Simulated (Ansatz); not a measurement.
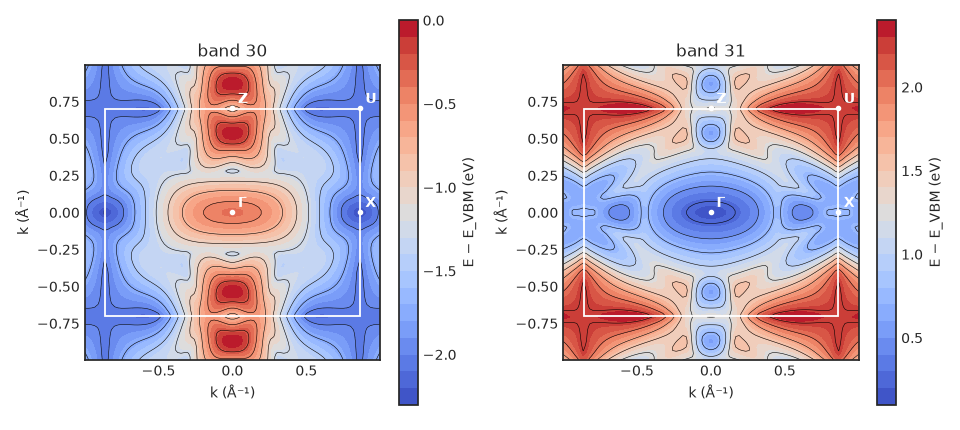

Two bands of a As monolayer (space group of the slab cell Pmna) over the plane of the sheet: the highest mostly filled and the lowest mostly empty one.

All numbers here come from DFT PBE, scalar-relativistic, plane waves, PAW; levels and slopes on a dense k mesh at the converged density (Ansatz). No spin polarisation. Mesh 50×40×1, interpolated with the band slopes. The geometry was not relaxed.

Question: Give both levels and their distance at the named points.

Answer:
```
point  lower band (eV)  upper band (eV)  distance (eV)
    Γ            −0.38             0.16           0.54
    X            −2.27             0.80           3.07
    Z            −0.86             1.27           2.12
    U            −2.03             2.27           4.30
```

Question: Where are the band edges of the whole zone?

Answer: The valence band has two equivalent maxima on the Γ–Z line, principal masses 0.054 and 0.17 mₑ; the conduction band has one minimum at Γ, principal masses 0.20 and 1.14 mₑ. The gap is indirect, 0.15 eV at this level of theory, which underestimates gaps and can reorder valleys that lie close.
